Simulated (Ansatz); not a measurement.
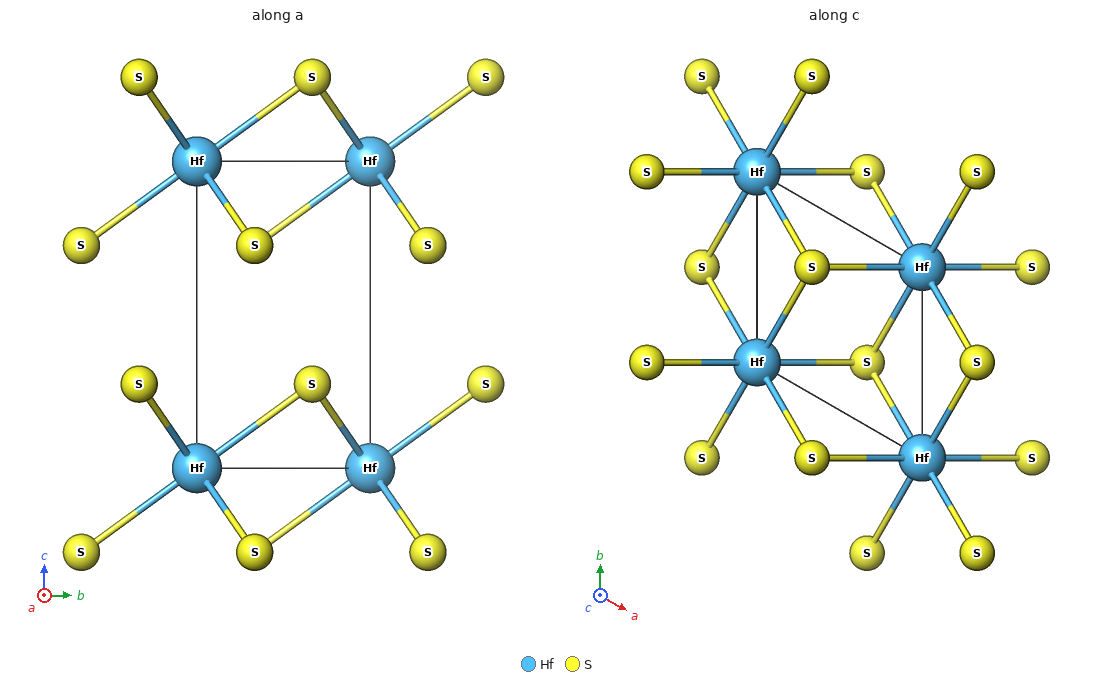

An orthographic ball-and-stick view of the structure, along the a axis and along the c axis. Atoms at the boundary of the conventional unit cell (the box) are drawn once for each face, edge or corner they touch. Some atoms of the next cells are drawn as well.

HfS2, space group P-3m1 (No. 164), a = 3.51 Å, b = 3.51 Å, c = 5.38 Å, α = 90.00°, β = 90.00°, γ = 120.00°.

Electronic-structure method: DFT PBE+D3(BJ), scalar-relativistic, plane waves, PAW in Ansatz. Parameters: E_cut = 420 eV, Brillouin-zone sampling on a 9×9×6 mesh, Gaussian smearing of 0.02 eV, no spin polarisation.

Predict the gap.

A semiconductor at this level, with a gap of 0.20 eV on the k-mesh (the true edges may lie between mesh points, so the gap can be somewhat smaller).

Starting structure: a structure listed in the Materials Project. It was relaxed at fixed volume with DFT PBE+D3(BJ), scalar-relativistic, plane waves, PAW (Ansatz).

At this level of theory the cell isn't at rest (compressed, at 7 GPa), so its distances can differ from those at equilibrium, the more so the softer the solid.
